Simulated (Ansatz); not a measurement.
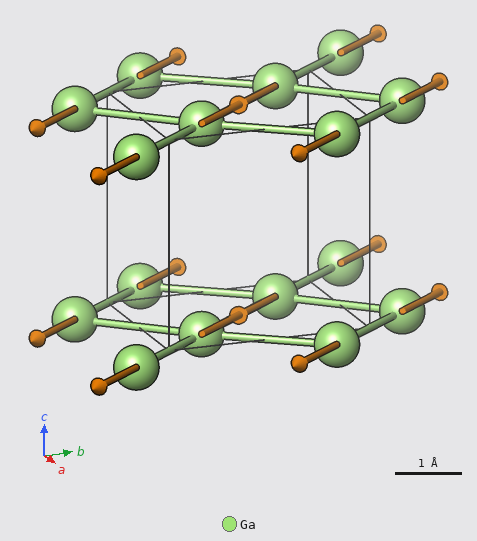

This is a relaxation of a crystal of Ga (a generated structure, set up in Cmmm) (coarse preliminary run). The starting structure is drawn; orange arrows show the displacements (the part carried along by the change of the cell is left out), magnified 20 times.

The picture is a ball-and-stick view of the cell of the calculation, seen slightly off an axis.

Method: Ansatz, DFT PBE, scalar-relativistic, plane waves, PAW. (plane-wave cutoff 420 eV; k-point mesh 6 × 6 × 6; occupations gaussian; smearing width 0.1 eV; no spin polarisation; cell and atoms relaxed; force threshold 0.04 eV/Å; at most 70 steps)

What happened in the run?

Answer. The largest moves relative to the cell, 0.084 Å, are those of Ga atoms. The volume changes by +8.6 %, with a = b 3.427 → 3.777 Å (+10.2 %), c 3.278 → 2.873 Å (−12.3 %), γ 101.5° → 92.0°. Among the contacts that change: Ga–Ga 2.176 → 2.625 Å, Ga–Ga 3.278 → 2.873 Å, Ga–Ga 2.489 → 2.717 Å, Ga–Ga 2.817 → 2.716 Å. Bond angles that change, for instance: Ga–Ga–Ga 171.3° → 180.0°, Ga–Ga–Ga 94.3° → 90.0°, Ga–Ga–Ga 85.7° → 90.0°. The space group (tolerance 0.01 Å) goes from Cmmm (No. 65) to Pmmm (No. 47). Over 9 accepted moves (11 points after the start) the energy falls by 648 meV per atom. Largest force component: 0.095 eV/Å at the start, 0.00051 eV/Å at the end. Pressure: 22.07 GPa at the start and −0.04 GPa at the end. At 2 points the geometry stayed and the basis and grid were re-selected for the new cell (energy shift of 10.7 meV per atom at most each time).
